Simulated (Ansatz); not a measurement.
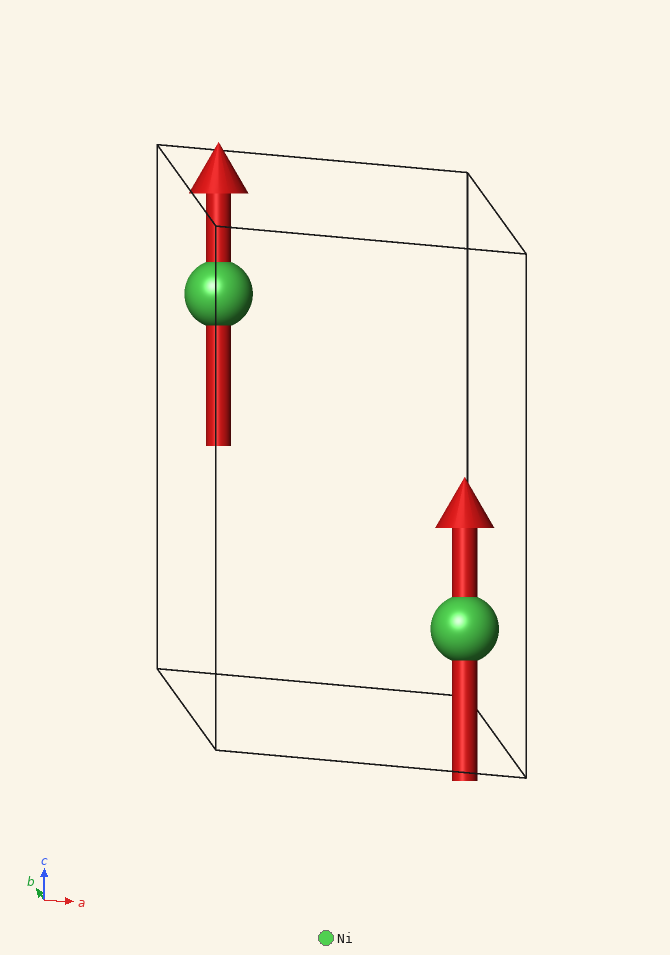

Drawn in the ball-and-stick manner and seen slightly off an axis. One simulation cell is framed, with atoms on its boundary repeated. Arrows are the site magnetic moments above 0.25 μB; longer means larger, and red and blue are up and down (without spin-orbit coupling the axis itself is arbitrary).

This is the state reached for Ni. The numbers come from DFT PBE, scalar-relativistic, plane waves, PAW (Ansatz), using E_cut = 420 eV, a 21×21×10 mesh of k-points, Gaussian smearing of 0.1 eV, collinear spins.

### Read the magnetic state from the picture.

Ferromagnetic (within this cell). Site moments: 2 Ni +0.7 μB. The net spin moment of the whole cell is 1.3 μB.

It derives from a structure listed in the Materials Project, with elements exchanged, so it need not be a known form of the compound. The picture shows the end point of a geometry optimisation with DFT PBE, scalar-relativistic, plane waves, PAW (Ansatz).
